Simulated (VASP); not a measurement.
## Run report: Si, geometry relaxation (part 1 of 2)

- system: Si (Fd-3m, 2 atoms in the cell)
- method: Kohn-Sham DFT of a periodic cell, PBEsol, VASP PAW PBE potentials, recommended, no spin polarisation (VASP 6.6.1)

The structure was built on a prototype by a generator; it need not be a known phase.

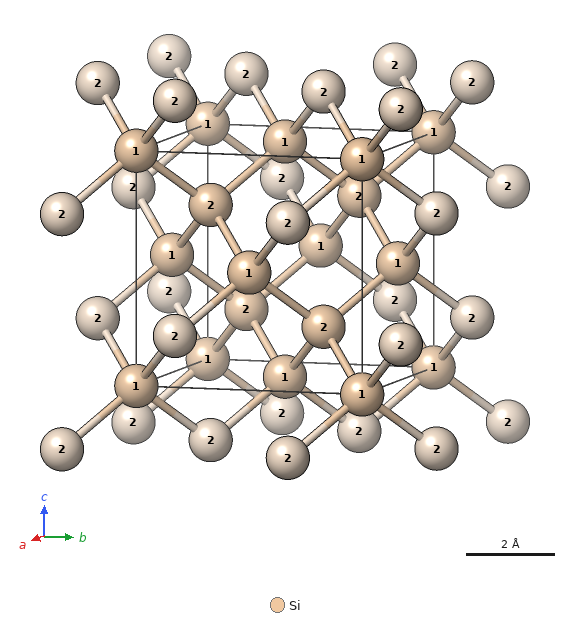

**Figure 1.** The starting structure (ball-and-stick view of the cell 4 times as large as that of the calculation, set on its symmetry axes, seen slightly off an axis; neighbours outside the cell are drawn fainter; atoms are numbered from 1 in the order of the input). Near neighbours in the crystal (not all of them lie inside the picture): Si has 4 Si at 2.36 Å.

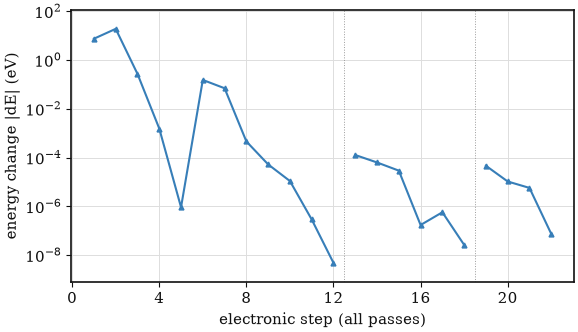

**Figure 2.** Convergence of the self-consistent field: energy change |dE| against the electronic step. Each stretch between dotted lines is the SCF of one geometry step of a relaxation. The 3 ionic steps take 4 to 12 electronic steps each. The density is held fixed in the first few steps, and dE rises again when its update begins.

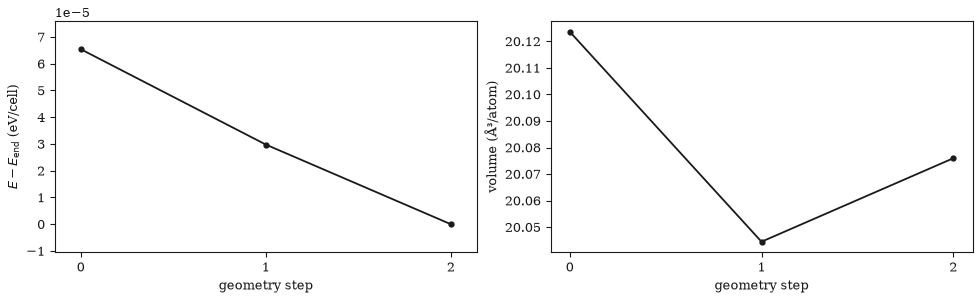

**Figure 3.** Progress of the relaxation, step by step (steps are counted from 0). Over 2 geometry steps the energy falls by 0.1 meV per cell of the calculation. All forces vanish by symmetry, so only the cell relaxes. No atom moves by more than 0.005 Å relative to the cell. 

The input and output of the run follow.

## INCAR
```
SYSTEM = Si
ALGO = Normal
EDIFF = 1E-7
EDIFFG = -0.005
ENCUT = 600
GGA = PS
IBRION = 2
ISIF = 3
ISMEAR = 0
LASPH = .True.
LCHARG = .False.
LREAL = .False.
LWAVE = .False.
NELM = 120
NSW = 40
PREC = Accurate
SIGMA = 0.02
```

## KPOINTS
```
k-points
0
Gamma
  10 10 10
  0 0 0
```

## POSCAR
```
Si
1.0
    0.0000000000      2.7200000000      2.7200000000
    2.7200000000      0.0000000000      2.7200000000
    2.7200000000      2.7200000000      0.0000000000
Si
2
Direct
    0.0000000000      0.0000000000      0.0000000000
    0.2500000000      0.2500000000      0.2500000000
```

Command:
```bash
cat potpaw_PBE.64/Si/POTCAR > POTCAR
mpirun -np 1 vasp_std > vasp.out
```

## OSZICAR
```
N       E                     dE             d eps       ncg     rms          rms(c)
DAV:   1     0.742023931190E+01    0.74202E+01   -0.35596E+03   752   0.870E+02
DAV:   2    -0.114427169532E+02   -0.18863E+02   -0.18556E+02  1144   0.853E+01
DAV:   3    -0.117112451374E+02   -0.26853E+00   -0.26853E+00   952   0.124E+01
DAV:   4    -0.117127915527E+02   -0.15464E-02   -0.15464E-02  1232   0.993E-01
DAV:   5    -0.117127924658E+02   -0.91309E-06   -0.91307E-06   976   0.213E-02    0.493E+00
DAV:   6    -0.115611419764E+02    0.15165E+00   -0.95898E-02   904   0.157E+00    0.296E+00
DAV:   7    -0.114919784329E+02    0.69164E-01   -0.16819E-01   904   0.217E+00    0.186E-01
DAV:   8    -0.114924346526E+02   -0.45622E-03   -0.43590E-03   888   0.506E-01    0.716E-02
DAV:   9    -0.114924868742E+02   -0.52222E-04   -0.82798E-05  1224   0.761E-02    0.516E-02
DAV:  10    -0.114924977328E+02   -0.10859E-04   -0.11512E-05   928   0.250E-02    0.108E-02
DAV:  11    -0.114924974441E+02    0.28869E-06   -0.19895E-07  1056   0.317E-03    0.178E-03
DAV:  12    -0.114924974393E+02    0.47826E-08   -0.12469E-07   880   0.288E-03
   1 F= -.11492497E+02 E0= -.11492497E+02  d E =-.114925E+02
       N       E                     dE             d eps       ncg     rms          rms(c)
DAV:   1    -0.114926240773E+02   -0.12663E-03   -0.34382E-03   888   0.337E-01    0.556E-02
DAV:   2    -0.114925613543E+02    0.62723E-04   -0.58732E-05  1000   0.519E-02    0.333E-02
DAV:   3    -0.114925323859E+02    0.28968E-04   -0.70981E-05   896   0.426E-02    0.103E-02
DAV:   4    -0.114925325567E+02   -0.17080E-06   -0.66237E-07  1000   0.741E-03    0.905E-03
DAV:   5    -0.114925331262E+02   -0.56954E-06   -0.82751E-08   672   0.222E-03    0.177E-03
DAV:   6    -0.114925331000E+02    0.26192E-07   -0.24371E-09   424   0.482E-04
   2 F= -.11492533E+02 E0= -.11492533E+02  d E =-.356608E-04
       N       E                     dE             d eps       ncg     rms          rms(c)
DAV:   1    -0.114925790327E+02   -0.45906E-04   -0.54375E-04   872   0.134E-01    0.222E-02
DAV:   2    -0.114925686291E+02    0.10404E-04   -0.92805E-06   992   0.207E-02    0.133E-02
DAV:   3    -0.114925629615E+02    0.56676E-05   -0.11237E-05   872   0.170E-02    0.404E-03
DAV:   4    -0.114925628877E+02    0.73792E-07   -0.10514E-07   808   0.297E-03
   3 F= -.11492563E+02 E0= -.11492563E+02  d E =-.654484E-04
```

## Parts of OUTCAR
```
SYSTEM = Si
   EDIFF = 1E-7
   EDIFFG = -0.005
   ENCUT = 600
   GGA = PS
   IBRION = 2
   ISIF = 3
   ISMEAR = 0
   LASPH = .True.
   LREAL = .False.
   NELM = 120
   NSW = 40
   PREC = Accurate

 ion  position               nearest neighbor table
   1  0.000  0.000  0.000-   2 2.36   2 2.36   2 2.36   2 2.36
   2  0.250  0.250  0.250-   1 2.36   1 2.36   1 2.36   1 2.36

  LATTYP: Found a face centered cubic cell.
 ALAT       =     5.4400000000

  Lattice vectors:

 A1 = (   0.0000000000,   2.7200000000,   2.7200000000)
 A2 = (   2.7200000000,   0.0000000000,   2.7200000000)
 A3 = (   2.7200000000,   2.7200000000,   0.0000000000)

Analysis of symmetry for initial positions (statically):
=====================================================================
 Subroutine PRICEL returns:
 Original cell was already a primitive cell.

 Routine SETGRP: Setting up the symmetry group for a
 face centered cubic supercell.

 Subroutine GETGRP returns: Found 48 space group operations
 (whereof 24 operations were pure point group operations)
 out of a pool of 48 trial point group operations.

The static configuration has the point symmetry T_d .
 The point group associated with its full space group is O_h .

Analysis of symmetry for dynamics (positions and initial velocities):
=====================================================================
 Subroutine PRICEL returns:
 Original cell was already a primitive cell.

 Routine SETGRP: Setting up the symmetry group for a
 face centered cubic supercell.

 Subroutine GETGRP returns: Found 48 space group operations
 (whereof 24 operations were pure point group operations)
 out of a pool of 48 trial point group operations.

The dynamic configuration has the point symmetry T_d .
 The point group associated with its full space group is O_h .

 Subroutine INISYM returns: Found 48 space group operations
 (whereof 24 operations are pure point group operations),
 and found     1 'primitive' translations

----------------------------------------------------------------------------------------

                                     Primitive cell

  volume of cell :      40.2473

  direct lattice vectors                    reciprocal lattice vectors
     0.000000000  2.720000000  2.720000000    -0.183823529  0.183823529  0.183823529
     2.720000000  0.000000000  2.720000000     0.183823529 -0.183823529  0.183823529
     2.720000000  2.720000000  0.000000000     0.183823529  0.183823529 -0.183823529

  length of vectors
     3.846660890  3.846660890  3.846660890     0.318391693  0.318391693  0.318391693

  position of ions in fractional coordinates (direct lattice)
     0.000000000  0.000000000  0.000000000
     0.250000000  0.250000000  0.250000000

  ion indices of the primitive-cell ions
   primitive index   ion index
                 1           1
                 2           2

----------------------------------------------------------------------------------------

 KPOINTS: k-points

Automatic generation of k-mesh.
 Grid dimensions read from file:
 generate k-points for:   10   10   10

 Generating k-lattice:

  Cartesian coordinates                     Fractional coordinates (reciprocal lattice)
    -0.018382353  0.018382353  0.018382353     0.100000000  0.000000000  0.000000000
     0.018382353 -0.018382353  0.018382353     0.000000000  0.100000000  0.000000000
     0.018382353  0.018382353 -0.018382353     0.000000000  0.000000000  0.100000000

  Length of vectors
     0.031839169  0.031839169  0.031839169

  Shift w.r.t. Gamma in fractional coordinates (k-lattice)
     0.000000000  0.000000000  0.000000000

 Subroutine IBZKPT returns following result:
 ===========================================

 Found     47 irreducible k-points:

 Following reciprocal coordinates:
            Coordinates               Weight
  0.000000  0.000000  0.000000      1.000000
  0.100000  0.000000  0.000000      8.000000
  0.200000  0.000000  0.000000      8.000000
  0.300000  0.000000  0.000000      8.000000
  0.400000  0.000000  0.000000      8.000000
  0.500000  0.000000  0.000000      4.000000
  0.100000  0.100000  0.000000      6.000000
  0.200000  0.100000  0.000000     24.000000
  0.300000  0.100000  0.000000     24.000000
  0.400000  0.100000  0.000000     24.000000
  0.500000  0.100000  0.000000     24.000000
 -0.400000  0.100000  0.000000     24.000000
 -0.300000  0.100000  0.000000     24.000000
 -0.200000  0.100000  0.000000     24.000000
 -0.100000  0.100000  0.000000     12.000000
  0.200000  0.200000  0.000000      6.000000
  0.300000  0.200000  0.000000     24.000000
  0.400000  0.200000  0.000000     24.000000
  0.500000  0.200000  0.000000     24.000000
 -0.400000  0.200000  0.000000     24.000000
 -0.300000  0.200000  0.000000     24.000000
 -0.200000  0.200000  0.000000     12.000000
  0.300000  0.300000  0.000000      6.000000
  0.400000  0.300000  0.000000     24.000000
 [... further k-points ...]
   k-points           NKPTS =     47   k-points in BZ     NKDIM =     47   number of bands    NBANDS=      8
   number of dos      NEDOS =    301   number of ions     NIONS =      2
   total plane-waves  NPLWV =  32768
   dimension x,y,z NGX =    32 NGY =   32 NGZ =   32
   dimension x,y,z NGXF=    64 NGYF=   64 NGZF=   64
   ions per type =               2
   NGX,Y,Z   is equivalent  to a cutoff of  13.83, 13.83, 13.83 a.u.
   NGXF,Y,Z  is equivalent  to a cutoff of  27.66, 27.66, 27.66 a.u.
 SYSTEM =  Si
   PREC   = accura    normal or accurate (medium, high low for compatibility)
   ISTART =      0    job   : 0-new  1-cont  2-samecut
   ICHARG =      2    charge: 1-file 2-atom 10-const
   ISPIN  =      1    spin polarized calculation?
   LNONCOLLINEAR =      F non collinear calculations
   LSORBIT =      F    spin-orbit coupling
   LASPH  =      T    aspherical Exc in radial PAW
   ENCUT  =  600.0 eV  44.10 Ry    6.64 a.u.   7.68  7.68  7.68*2*pi/ulx,y,z
   NELM   =    120;   NELMIN=  2; NELMDL= -5     # of ELM steps
   EDIFF  = 0.1E-06   stopping-criterion for ELM
   LREAL  =      F    real-space projection
   EDIFFG = -.5E-02   stopping-criterion for IOM
   NSW    =     40    number of steps for IOM
   IBRION =      2    ionic relax: 0-MD 1-quasi-New 2-CG
   NFREE  =      1    steps in history (QN), initial steepest desc. (CG)
   ISIF   =      3    stress and relaxation
   ISYM   =      2    0-nonsym 1-usesym 2-fastsym
   POTIM  = 0.5000    time-step for ionic-motion
   TEBEG  =    0.0;   TEEND  =   0.0 temperature during run
   PSTRESS=    0.0 pullay stress
   NELECT =       8.0000    total number of electrons
   NUPDOWN=      -1.0000    fix difference up-down
   EMIN   =  10.00;   EMAX   =-10.00  energy-range for DOS
   EFERMI =   0.00;   METHOD = LEGACY
   ISMEAR =     0;   SIGMA  =   0.02  broadening in eV -4-tet -1-fermi 0-gaus
   EFERMI_NEDOS =   21; number of points for ismear=-14 and -15
   IALGO  =     38    algorithm
   IMIX   =      4    mixing-type and parameters
     AMIX     =   0.40;   BMIX     =  1.00
     AMIX_MAG =   1.60;   BMIX_MAG =  1.00
  volume/ion in A,a.u.               =      20.12       135.80
  Fermi-wavevector in a.u.,A,eV,Ry     =   0.955416  1.805475 12.419671  0.912820
  Thomas-Fermi vector in A             =   2.084252
   LORBIT       =      0    0 simple, 1 ext, 2 COOP (PROOUT), +10 PAW based schemes
   GGA     = PS    functional components
   LHFCALC =     F    Hartree Fock is set to
   AEXX    =    0.0000 exact exchange contribution
   IVDW    =     0    specifies the selected vdW correction
   LEPSILON=     F    determine dielectric tensor
   LRPA    =     F    only Hartree local field effects (RPA)
 conjugate gradient relaxation of ions
 non-spin polarized calculation
 Gauss-broadening in eV      SIGMA  =   0.02
  energy-cutoff  :      600.00
  volume of cell :       40.25
```
